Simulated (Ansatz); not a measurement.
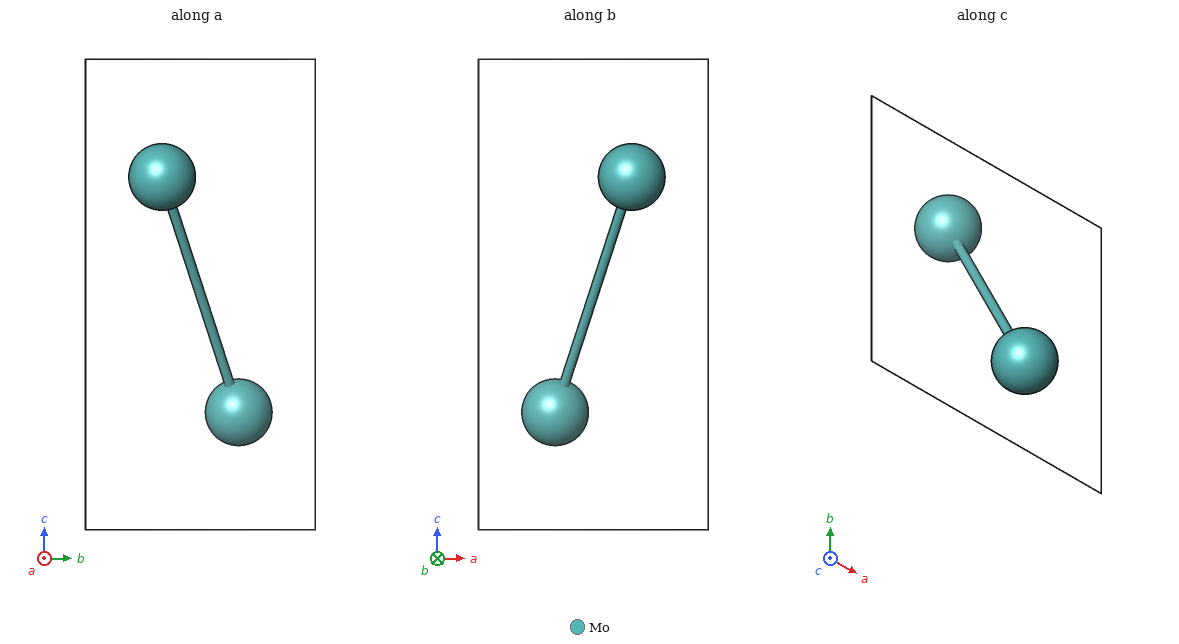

The crystal in a ball-and-stick representation, seen along the a axis, along the b axis and along the c axis. The parallelepiped is the conventional unit cell.

Lattice parameters: a = 2.692 Å, b = 2.692 Å, c = 4.774 Å, α = 90.00°, β = 90.00°, γ = 120.00°. Put a along x and b in the xy plane.

### From the views, write a POSCAR file.

```
Mo
1.0
     2.692    0.000    0.000
    -1.346    2.331    0.000
     0.000    0.000    4.774
Mo
2
Direct
  0.3333 0.6667 0.2500
  0.6667 0.3333 0.7500
```

The starting point was a structure type filled with this element by a generator (whether the element takes this form wasn't checked). Earlier steps of the study may have refined or changed the cell and positions. It went into a calculation with Ansatz.

At this level of theory the cell isn't at rest (compressed, at 23 GPa), so its distances can differ from those at equilibrium, the more so the softer the solid.
